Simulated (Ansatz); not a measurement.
# C(111) slab, H on the bottom face (63 atoms): geometry optimisation

How does C(111) slab, H on the bottom face (63 atoms) relax, and what do bonds, charges and levels look like afterwards?

Calculated with Ansatz 0.2.0; Kohn-Sham DFT, PBE+D3(BJ), PAW (set soft_2), plane waves.

## Step 1: Set-up

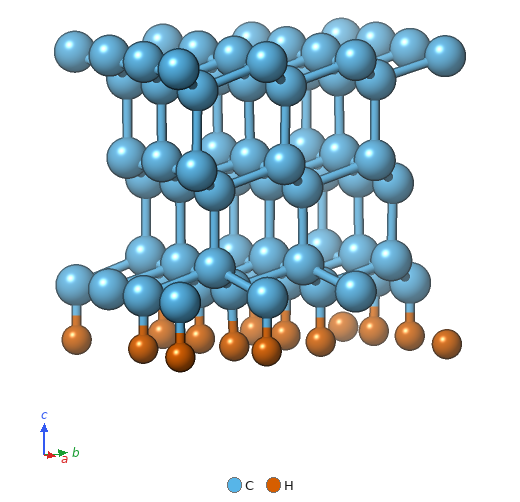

Start, viewed from the side, with the c axis up; carbon blue, hydrogen orange. Bonds to atoms that aren't drawn are left out. Some periodic images of atoms are drawn too.

The cell holds 63 atoms: 54 C and 9 H. Cell: a = 7.567 Å, b = 7.567 Å, c = 17.724 Å, α = 90.0°, β = 90.0°, γ = 120.0°. It derives from C (diamond-structure). Diamond-structure C (a = 3.567 Å), (111) slab of 6 atomic planes, 3 x 3 surface cells, H on the broken bonds of the bottom face, 12 Å of vacuum; displaced by a Gaussian of 0.02 Å. Regions: slab, 54 atoms (54 C); hydrogen, 9 atoms (9 H). Vacuum lies along c.

Limits known from the start: The main run has no spin polarisation, so any moments at edges, vacancies or dangling bonds can't form in it. The electron count is odd and the run has no spin polarisation.

## Step 2: Single point at the start

A single point comes first, to see the forces before anything moves.

Contents of input.yaml:

```yaml
crystal:
  lattice:
    - [7.56675, 0.0, 0.0]
    - [-3.78337, 6.553, 0.0]
    - [0.0, 0.0, 17.72367]
  atoms:
    - { symbol: C, position: [0.44636, 0.89411, 0.4287] }
    - { symbol: C, position: [0.33013, 0.99984, 0.40084] }
    - { symbol: C, position: [0.22441, 0.78093, 0.54497] }
    - { symbol: C, position: [0.44432, 0.89064, 0.5158] }
    - { symbol: C, position: [0.33256, 0.00113, 0.66227] }
    - { symbol: C, position: [0.22723, 0.78237, 0.63322] }
    - { symbol: C, position: [0.44776, 0.55738, 0.43007] }
    - { symbol: C, position: [0.32868, 0.66544, 0.40198] }
    - { symbol: C, position: [0.22606, 0.44987, 0.54543] }
    - { symbol: C, position: [0.44608, 0.55856, 0.51716] }
    - { symbol: C, position: [0.33353, 0.66534, 0.6622] }
    - { symbol: C, position: [0.22756, 0.44716, 0.63255] }
    - { symbol: C, position: [0.77425, 0.88667, 0.42897] }
    - { symbol: C, position: [0.66706, 0.99915, 0.39996] }
    - { symbol: C, position: [0.55699, 0.77959, 0.54513] }
    - { symbol: C, position: [0.78039, 0.89072, 0.51545] }
    - { symbol: C, position: [0.66708, 0.99974, 0.66183] }
    - { symbol: C, position: [0.55197, 0.77479, 0.63295] }
    - { symbol: C, position: [0.44297, 0.22663, 0.42837] }
    - { symbol: C, position: [0.33473, 0.33567, 0.39833] }
    - { symbol: C, position: [0.22483, 0.11038, 0.54422] }
    - { symbol: C, position: [0.44125, 0.22364, 0.51968] }
    - { symbol: C, position: [0.33142, 0.33586, 0.66212] }
    - { symbol: C, position: [0.22137, 0.11101, 0.63246] }
    - { symbol: C, position: [0.77414, 0.55736, 0.42926] }
    - { symbol: C, position: [0.65998, 0.66455, 0.4003] }
    - { symbol: C, position: [0.55018, 0.44559, 0.54477] }
    - { symbol: C, position: [0.77926, 0.55108, 0.51554] }
    - { symbol: C, position: [0.66764, 0.66609, 0.66138] }
    - { symbol: C, position: [0.55401, 0.43575, 0.63176] }
    - { symbol: C, position: [0.1123, 0.88652, 0.42859] }
    - { symbol: C, position: [0.00025, 0.00624, 0.39886] }
    - { symbol: C, position: [0.88967, 0.77981, 0.54494] }
    - { symbol: C, position: [0.1134, 0.88462, 0.5159] }
    - { symbol: C, position: [0.9989, 0.00133, 0.66015] }
    - { symbol: C, position: [0.8941, 0.78018, 0.63502] }
    - { symbol: C, position: [0.77714, 0.22334, 0.4301] }
    - { symbol: C, position: [0.66538, 0.32795, 0.40266] }
    - { symbol: C, position: [0.5563, 0.11128, 0.54674] }
    - { symbol: C, position: [0.7792, 0.22135, 0.51667] }
    - { symbol: C, position: [0.67231, 0.33714, 0.66302] }
    - { symbol: C, position: [0.55292, 0.11034, 0.63316] }
    - { symbol: C, position: [0.1103, 0.55521, 0.4272] }
    - { symbol: C, position: [0.00232, 0.66485, 0.40178] }
    - { symbol: C, position: [0.88725, 0.44229, 0.54524] }
    - { symbol: C, position: [0.10965, 0.55435, 0.51575] }
    - { symbol: C, position: [0.99877, 0.66586, 0.66077] }
    - { symbol: C, position: [0.88947, 0.44675, 0.63294] }
    - { symbol: C, position: [0.11102, 0.22458, 0.43034] }
    - { symbol: C, position: [0.00035, 0.33384, 0.39951] }
    - { symbol: C, position: [0.88966, 0.1108, 0.54261] }
    - { symbol: C, position: [0.11616, 0.2231, 0.51788] }
    - { symbol: C, position: [0.99546, 0.33313, 0.66323] }
    - { symbol: C, position: [0.88898, 0.11508, 0.63252] }
    - { symbol: H, position: [0.33528, 0.99194, 0.33986] }
    - { symbol: H, position: [0.32959, 0.66283, 0.33965] }
    - { symbol: H, position: [0.66344, 0.99921, 0.3408] }
    - { symbol: H, position: [0.33231, 0.34074, 0.34061] }
    - { symbol: H, position: [0.66464, 0.66456, 0.33896] }
    - { symbol: H, position: [0.00443, 0.0058, 0.33789] }
    - { symbol: H, position: [0.66882, 0.33867, 0.33877] }
    - { symbol: H, position: [0.00644, 0.67388, 0.33825] }
    - { symbol: H, position: [0.99994, 0.33129, 0.33965] }
kpoints:
  mp_grid: { grid: [2, 2, 1] }
hamiltonian:
  xc: pbe
  dispersion: d3bj
scf:
  occupations: { method: gaussian, width: 0.025 }
output:
  forces: true
  populations: true
  dos:
    method: { smearing: { sigma: 0.15 } }
    de: 0.1
    projected:
      site_lists:
        C: [C]
        H: [H]
        slab: [0, 1, 2, 3, 4, 5, 6, 7, 8, 9, 10, 11, 12, 13, 14, 15, 16, 17, 18, 19, 20, 21, 22, 23, 24, 25, 26, 27, 28, 29, 30, 31, 32, 33, 34, 35, 36, 37, 38, 39, 40, 41, 42, 43, 44, 45, 46, 47, 48, 49, 50, 51, 52, 53]
        hydrogen: [54, 55, 56, 57, 58, 59, 60, 61, 62]
  eigenvalues: true
```

On the command line:

```sh
ansatz run input.yaml --threads 4 --pin off --max-ram 8192MiB --backend cpu --events-out ev --progress --plain --runs-dir out
```

Numbers of over 12 decimals in the logs are rounded to 6 here.

The log of the run:

```text
Engine: ansatz 0.2.0, aarch64-unknown-linux-gnu
Pseudopotentials: kind: paw
Pseudopotential: C, paw, valence charge 4, recommended cutoff 420 eV (normal), C.paw.azcp
Pseudopotential: H, paw, valence charge 1, recommended cutoff 420 eV (normal), H.paw.azcp
[... 5 lines on functional and potentials left out ...]
Crystal: 63 atoms, lattice volume = 878.827 Å³
Basis set: ecut = 420 eV, 17183 PW (Γ), exchange–correlation on 108×108×240 points (8 copies of the dense FFT grid, shifted against one another)
Bands: 176, of which v1, the nominal top of the filled ones, is band 113 counted from 1 (112 counted from 0)
Symmetry: 1 space group operations
Space group: P1 (ITA 1), of the structure as read, at distance tolerance 9.6e-5 Å
k-points: 4
[... 5 lines on functional and potentials left out ...]
Initial density: superposition of atomic densities (neutral atoms: chi_scale 0, normalization atom), corrected by the library's trained network
Initial wavefunctions: pseudopotential atomic-orbital guess
Functional: x = pbe(κ = 0.804, μ = 0.219515), c = pbe(β = 0.066725)
SCF iter   1: F=—  HF=-13675.526776 eV  |F-HF|=—  |Δ(HF+E_count)|=         —  Δρ=1.92e-2  dr2=1.07e1  ethr=1.77e-3  ⟨swp⟩=9.0  Hψ=4195  notcnv=0  defer=159
preconditioner: auto → LDOS  [metal: Δε(μ)=0.004 eV  Ē_g=15.612 eV  σ=0.025 eV  W_gap=0.09  n_scr=150 (ndim 8)  ℏωp=18.8 eV  f_vac=0.527  D(μ)=52.75/eV (n_scr^D=498)  β→1.0]
SCF iter   2: F=—  HF=-13674.870990 eV  |F-HF|=—  |Δ(HF+E_count)|=   6.56e-1  Δρ=1.22e-2  dr2=5.17e0  ethr=1.77e-3  ⟨swp⟩=3.2  Hψ=1165  notcnv=0  defer=228
SCF iter   3: F=—  HF=-13674.638726 eV  |F-HF|=—  |Δ(HF+E_count)|=   2.32e-1  Δρ=9.60e-3  dr2=3.43e0  ethr=1.77e-3  ⟨swp⟩=2.2  Hψ=740  notcnv=0  defer=228
SCF iter   4: F=—  HF=-13674.456967 eV  |F-HF|=—  |Δ(HF+E_count)|=   1.82e-1  Δρ=9.34e-3  dr2=2.69e0  ethr=1.52e-3  ⟨swp⟩=1.2  Hψ=820  notcnv=0  defer=228
SCF iter   5: F=—  HF=-13674.350412 eV  |F-HF|=—  |Δ(HF+E_count)|=   1.07e-1  Δρ=6.34e-3  dr2=1.37e0  ethr=1.20e-3  ⟨swp⟩=1.2  Hψ=483  notcnv=0  defer=228
SCF iter   6: F=—  HF=-13674.264458 eV  |F-HF|=—  |Δ(HF+E_count)|=   8.60e-2  Δρ=4.84e-3  dr2=4.93e-1  ethr=6.09e-4  ⟨swp⟩=2.2  Hψ=680  notcnv=0  defer=228
SCF iter   7: F=—  HF=-13674.226493 eV  |F-HF|=—  |Δ(HF+E_count)|=   3.80e-2  Δρ=3.07e-3  dr2=2.46e-1  ethr=2.19e-4  ⟨swp⟩=3.0  Hψ=981  notcnv=0  defer=222
SCF iter   8: F=—  HF=-13674.207110 eV  |F-HF|=—  |Δ(HF+E_count)|=   1.94e-2  Δρ=2.25e-3  dr2=1.04e-1  ethr=1.09e-4  ⟨swp⟩=2.2  Hψ=631  notcnv=0  defer=222
SCF iter   9: F=—  HF=-13674.200277 eV  |F-HF|=—  |Δ(HF+E_count)|=   6.83e-3  Δρ=1.43e-3  dr2=3.36e-2  ethr=4.64e-5  ⟨swp⟩=2.8  Hψ=808  notcnv=0  defer=222
SCF iter  10: F=—  HF=-13674.199810 eV  |F-HF|=—  |Δ(HF+E_count)|=   4.67e-4  Δρ=8.13e-4  dr2=9.33e-3  ethr=1.49e-5  ⟨swp⟩=2.8  Hψ=811  notcnv=0  defer=222
[...]
SCF iter  14: F=—  HF=-13674.199393 eV  |F-HF|=—  |Δ(HF+E_count)|=   2.14e-5  Δρ=1.41e-4  dr2=2.66e-4  ethr=2.65e-7  ⟨swp⟩=2.5  Hψ=903  notcnv=0  defer=222
SCF iter  15: F=—  HF=-13674.199425 eV  |F-HF|=—  |Δ(HF+E_count)|=   3.25e-5  Δρ=9.61e-5  dr2=1.17e-4  ethr=1.18e-7  ⟨swp⟩=2.5  Hψ=848  notcnv=0  defer=222
SCF iter  16: F=—  HF=-13674.199438 eV  |F-HF|=—  |Δ(HF+E_count)|=   1.23e-5  Δρ=4.92e-5  dr2=2.85e-5  ethr=5.21e-8  ⟨swp⟩=2.5  Hψ=835  notcnv=0  defer=222
SCF iter  17: F=—  HF=-13674.199132 eV  |F-HF|=—  |Δ(HF+E_count)|=   3.06e-4  Δρ=3.46e-5  dr2=1.59e-5  ethr=1.27e-8  ⟨swp⟩=1.8  Hψ=905  notcnv=0  defer=222
SCF iter  18: F=—  HF=-13674.199134 eV  |F-HF|=—  |Δ(HF+E_count)|=   2.86e-6  Δρ=2.17e-5  dr2=7.03e-6  ethr=7.07e-9  ⟨swp⟩=2.5  Hψ=781  notcnv=0  defer=222
SCF iter  19: F=—  HF=-13674.199136 eV  |F-HF|=—  |Δ(HF+E_count)|=   1.88e-6  Δρ=1.21e-5  dr2=2.82e-6  ethr=3.13e-9  ⟨swp⟩=1.0  Hψ=482  notcnv=0  defer=222
SCF iter  20: F=—  HF=-13674.199137 eV  |F-HF|=—  |Δ(HF+E_count)|=   8.71e-7  Δρ=7.75e-6  dr2=1.32e-6  ethr=1.25e-9  ⟨swp⟩=1.2  Hψ=526  notcnv=0  defer=222
SCF iter  21: F=—  HF=-13674.199137 eV  |F-HF|=—  |Δ(HF+E_count)|=   2.45e-7  Δρ=4.29e-6  dr2=4.07e-7  ethr=5.88e-10  ⟨swp⟩=2.0  Hψ=731  notcnv=0  defer=222
SCF iter  22: F=—  HF=-13674.199138 eV  |F-HF|=—  |Δ(HF+E_count)|=   1.06e-7  Δρ=2.63e-6  dr2=1.33e-7  ethr=1.81e-10  ⟨swp⟩=2.0  Hψ=875  notcnv=0  defer=222
SCF iter  23: F=-13674.199138 eV  HF=-13674.199138 eV  |F-HF|=2.21e-8  |Δ(HF+E_count)|=   4.55e-8  Δρ=1.67e-6  dr2=4.87e-8  ethr=4.44e-11  ⟨swp⟩=26.5  Hψ=6235  notcnv=0
SCF 1 converged in 23 iterations: F = -13674.199138 eV  dr2 = 4.87e-8
  greatest PAW one-centre occupation: 0.663 electrons in one spin orbital (limit 2), on the C atom at site 34 (counted from 0), in its partial waves of l = 0
SCF converged after 23 iterations
Free energy (F): -13674.199138 eV
Harris-Foulkes:  -13674.199138 eV  (|F-HF|=2.21e-8)
Internal energy: -13674.172380 eV  (E = F + TS)
E sigma→0 (E₀):  -13674.185759 eV
Entropy (-TS):   -0.026758 eV (-0.425 meV/atom)
Fermi energy:    2.471838 eV
--- Per-component energies (eV) ---
  E_band       = -1512.319439
  E_kinetic    = 5053.883300
  E_local      = -115815.613280  (includes V_loc(G=0)·N_el)
  E_nonlocal   = 1460.259080
  E_hartree    = 55745.846658
  E_xc         = -2691.505335
  E_vxc        = -3342.236506  (∫ρ·V_xc dr)
  E_paw        = -5358.621402  (= ΣΔE_a)
  E_vpaw       = -360.326827  (= ΣTr[D̂ρ^β])
  E_aug_tail   = -0.012074  (compensation charges beyond the density's cutoff)
  E_ewald      = 47939.993718
  E_disp       = -8.403046  (pairwise vdW)
  E_smearing   = -0.026758  (= −TS)
  E_closure    = 0.000000  (closes the sum)
  Σ components = -13674.199138   (vs F -13674.199138, Δ=0.00e0)
--- Forces (eV/Å), atoms counted from 1 ---
  atom   1  C     -0.29998651    -1.15993367    -0.14674924
  atom   2  C      0.91677089     0.53541079     0.97840278
  atom   3  C      0.34297031    -1.20320885    -0.64681677
  atom   4  C      0.50166584     0.12977936     0.68384308
  atom   5  C     -0.05121645     0.30908309    -4.01003681
  atom   6  C     -0.56017424    -1.17243553     4.23618055
  atom   7  C     -1.95385459    -0.48747281    -1.04911681
  atom   8  C      1.36081075     0.82431946    -0.04267430
  atom   9  C     -0.30610446    -0.92604907    -0.61810374
  atom  10  C     -0.14218445    -0.10067819    -0.27920866
  atom  11  C     -0.20986497     0.56097376    -4.29455627
  atom  12  C     -1.36818992    -0.12895317     4.48639515
  atom  13  C      0.61714901     0.70555171    -1.40524280
  atom  14  C     -0.66112597     0.38463198     2.81259439
[...]
atom  62  H     -0.09001789    -0.28996841     0.47555773
  atom  63  H     -0.02489200    -0.09531424    -1.42066896
  max |Σ_I F_I| component: 2.61e-4 eV/Å
--- Band table (eV) ---
  k-point 0: bands = ["-19.2285", "-17.3176", "-16.6961", "-16.6552", [... 160 levels ...], "10.2522", "10.2663", "10.2932", "10.3169", "10.3822", "10.4520", "10.6793", "10.7924", "10.8179", "10.8579", "10.8704", "10.9201"]
[...]
--- Löwdin populations: 63 sites ---
  site symbol       q [e]
     0      C      3.9582
     1      C      4.1391
     2      C      3.9532
[...]
62      H      0.8231
  spilling = 0.005824 (of n_electrons = 225.000000)
```

Elapsed: 31 s, on 4 threads of Arm Neoverse V2, shared host; peak memory 3.1 GiB; 2 min of CPU time.

Read from the output:

```
free energy                             : -13674.1991 eV
free energy per atom                    : -217.0508 eV/atom
SCF cycles                              : 23
r.m.s. force component                  : 1.609 eV/Å
longest force                           : 5.38 eV/Å
Fermi energy                            : 2.472 eV
levels partly filled by over 2 per cent : 12
spilling of the projection              : 0.005824
```

The r.m.s. force component of 1.6 eV/Å sets the starting point.

Neighbours are counted within 1.85 Å (C-C), 1.34 Å (C-H).

Length of the force by element and coordination:

| element | coordination | atoms | mean length of the force (eV/Å) | spread | least | most |
| --- | --- | --- | --- | --- | --- | --- |
| C | all | 54 | 2.56 | 1.48 | 0.329 | 5.38 |
| C | 3 | 9 | 4.16 | 0.227 | 3.68 | 4.50 |
| C | 4 | 45 | 2.24 | 1.42 | 0.329 | 5.38 |
| H | all | 9 | 1.09 | 0.816 | 0.169 | 2.94 |

(Part 1 of 3 ends here.)

[Logs are printed without paths, hosts, clocks, repeated set-up lines and the standing remarks that a program may print on its own settings, such as how far it seeks lower states.]

[Hosts, paths, dates, database ids (printed as entryN), source tags and the programs' standing remarks are cut or masked in the printed files.]
